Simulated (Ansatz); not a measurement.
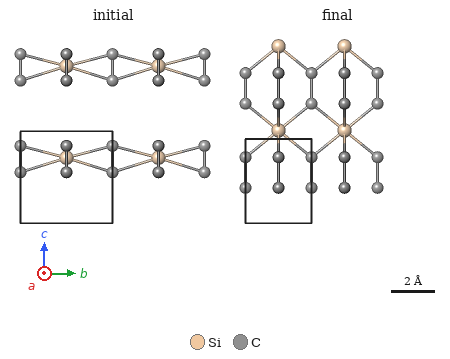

The structure of crystalline SiC4 (a generated structure, set up in P4mm) (coarse preliminary run) before (left) and after (right) a relaxation, at one scale.

The picture is a ball-and-stick view of the cell of the calculation, repeated 1 × 2 × 2 with one cell outlined, seen along the a axis.

All numbers below come from Ansatz, DFT PBE, scalar-relativistic, plane waves, PAW.

The input:
```yaml
crystal:
  lattice:
    - [4.338968, 0.0, 0.0]
    - [0.0, 4.338968, 0.0]
    - [0.0, 0.0, 4.32650111]
  atoms:
    - { symbol: Si, position: [0.5, 0.5, 0.71234733] }
    - { symbol: C, position: [0.0, 0.5, 0.84334201] }
    - { symbol: C, position: [0.5, 0.0, 0.84334201] }
    - { symbol: C, position: [0.0, 0.5, 0.55441116] }
    - { symbol: C, position: [0.5, 0.0, 0.55441116] }
basis:
  ecutwfc: 420
kpoints:
  mp_grid: { grid: [4, 4, 4] }
hamiltonian:
  xc: pbe
scf:
  occupations: { method: gaussian, width: 0.1 }
  lower_state_search: "off"
output:
  forces: true
  stress: true
  eigenvalues: true
relax:
  adjacent_minimum: "off"
  f_tol: 0.04
  max_steps: 70
  cell: { stress_tol: 0.4 }
```

Run as
```bash
ansatz run input.yaml --threads 1 --pin off --max-ram 2560MiB --backend cpu --events-out ev --progress --plain --runs-dir out
```

> Describe what moved and what it gained.

The energy falls by 682 meV per atom in 27 accepted moves (33 points after the start). The largest force component goes from 1.7 to 0.03 eV/Å. The pressure goes from −4.28 to −0.14 GPa. The line search rejected the trial steps at points 3, 21, 27, 31 of the run. At 2 points the geometry stayed and the basis and grid were re-selected for the new cell (energy shift of 2.4 meV per atom at most each time). The atom that moves furthest relative to the cell is Si1 (1.54 Å along +c). By element the largest moves are Si 1.54 Å, C 0.53 Å. The volume changes by −52.7 %, with a = b 4.339 → 3.114 Å (−28.2 %), c 4.327 → 3.969 Å (−8.3 %). Among the contacts that change: Si1–C4 4.240 → 2.005 Å, Si1–C4 (another image) 2.275 → 3.123 Å, Si1–C2 2.242 → 2.005 Å, C2–C4 1.250 → 1.444 Å. Bond angles that change, for instance: Si1–C3–C5 75.4° → 129.0°, C2–Si1–C2 150.7° → 101.9°, Si1–C3–Si1 150.7° → 101.9°. The space group (tolerance 0.01 Å) goes from P4mm (No. 99) to P4/mmm (No. 123). Cost: 90 s on 1 thread of Arm Neoverse V1, with other jobs on the host, peak memory 0.31 GiB.
